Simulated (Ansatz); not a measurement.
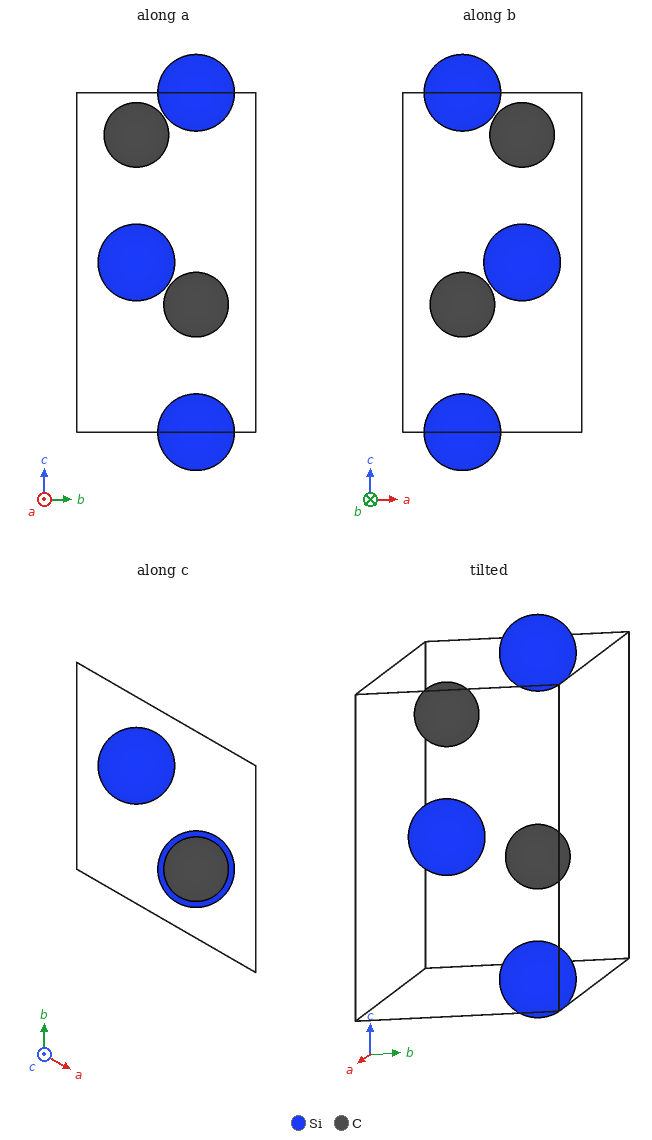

Shown here is a spheres-only view of the crystal, taken along the a axis, along the b axis, along the c axis and slightly off an axis. The conventional unit cell is outlined; an atom on or near a face, edge or corner is repeated at each equivalent position.

Lattice parameters: a = 3.0754 Å, b = 3.0754 Å, c = 5.0481 Å, α = 90.000°, β = 90.000°, γ = 120.000°.

Q: Put the structure into a CIF with its space group and independent sites.

A:
```cif
data_structure
_symmetry_space_group_name_H-M 'P 63 m c'
_symmetry_Int_Tables_number 186
_cell_length_a 3.0754
_cell_length_b 3.0754
_cell_length_c 5.0481
_cell_angle_alpha 90.000
_cell_angle_beta 90.000
_cell_angle_gamma 120.000
_cell_volume 41.35
loop_
_atom_site_label
_atom_site_type_symbol
_atom_site_symmetry_multiplicity
_atom_site_Wyckoff_symbol
_atom_site_fract_x
_atom_site_fract_y
_atom_site_fract_z
_atom_site_occupancy
Si1 Si 2 b 0.3333 0.6667 0.9996 1
C1 C 2 b 0.3333 0.6667 0.3754 1
```

The cell started as a structure type filled with these elements by a generator (whether the compound takes this form wasn't checked). Earlier steps of the study may have refined or changed the cell and positions. It was run through Ansatz as a DFT input.
